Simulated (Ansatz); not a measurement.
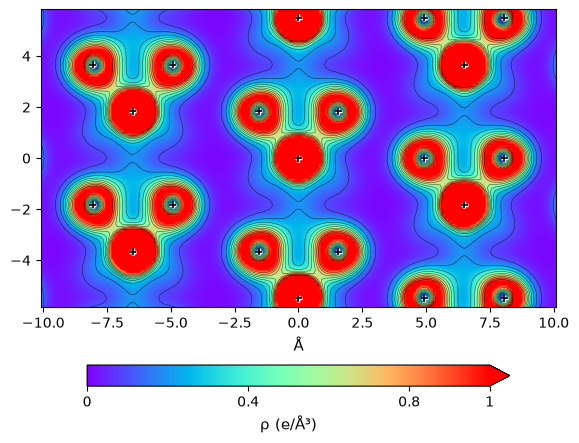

The valence pseudo-density on a plane through atoms (crosses mark nuclei in the plane).

Method: DFT, r2SCAN, plane waves, PAW in Ansatz.

Candidates:
A. WS₂, a = 3.17 Å, b = 3.17 Å, c = 19.50 Å, α = 90.00°, β = 90.00°, γ = 120.00°. Space group R3m; started from the measured structure prototype, which need not be the ambient phase; changed on purpose from its base cell (uniaxial z strain +4.2%).
B. PbS, a = 4.27 Å, b = 4.27 Å, c = 5.96 Å, α = 90.00°, β = 90.00°, γ = 90.00°. Space group I4/mmm; started from the rocksalt prototype, which need not be the ambient phase; changed on purpose from its base cell (epitaxial xy strain +1.0%).

Question: Which system is this?

Answer: Candidate A: WS₂ on the (110) plane of the conventional cell, which holds W and S. W–S (2.41 Å): ρ is about 0.64 e/Å³ halfway.
